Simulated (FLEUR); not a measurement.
System: CuO, space group C2/c (No. 15).

Starting cell:
```xyz
4
Lattice="2.8795 0.0000 0.0000 0.0391 2.8793 0.0000 0.0175 0.0172 5.1763" Properties=species:S:1:pos:R:3 pbc="T T T"
Cu    0.0195    1.4396    0.0000
Cu    1.4485    0.0086    2.5882
O     2.8881    0.0177    3.8817
O     0.0479    2.8788    1.2947
```

Calculation (FLEUR MaX-R8.1 (later development tree)): all-electron LAPW DFT, no spin polarisation; energies at scaled volumes of the given cell, shape and fractions fixed, counted from the fit's minimum, third-order Birch-Murnaghan fit. Level: LDA.

- k mesh: 9×9×5
- occupations: Fermi–Dirac
- smearing width: 0.05 eV
- potentials: all electron
- program settings: basis FLAPW, kmax 5.27 1/bohr

Describe the result: the energy against volume. The volume takes the values 10.09, 10.30, 10.73, 11.16, 11.37 Å³/atom.

A third-order Birch–Murnaghan fit gives V0 = 10.22 Å³/atom, B0 = 196 GPa and B′ = 4.7. The energy is 1.15 meV/atom at volume 10.09 Å³/atom and 64.64 meV/atom at 11.37 Å³/atom; the lowest computed point is at volume 10.30 Å³/atom (0.34 meV/atom), and no other minimum shows.

```tsv
volume (Å³/atom)	energy (meV/atom)
10.09	1.15
10.30	0.34
10.73	14.03
11.16	44.33
11.37	64.64
```

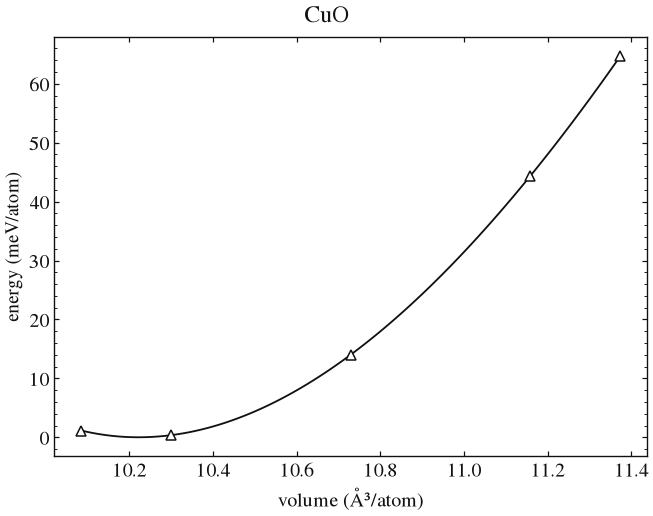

Keep in mind: shape and atomic fractions are frozen while scaling, which makes layered, chain and framework solids too stiff.
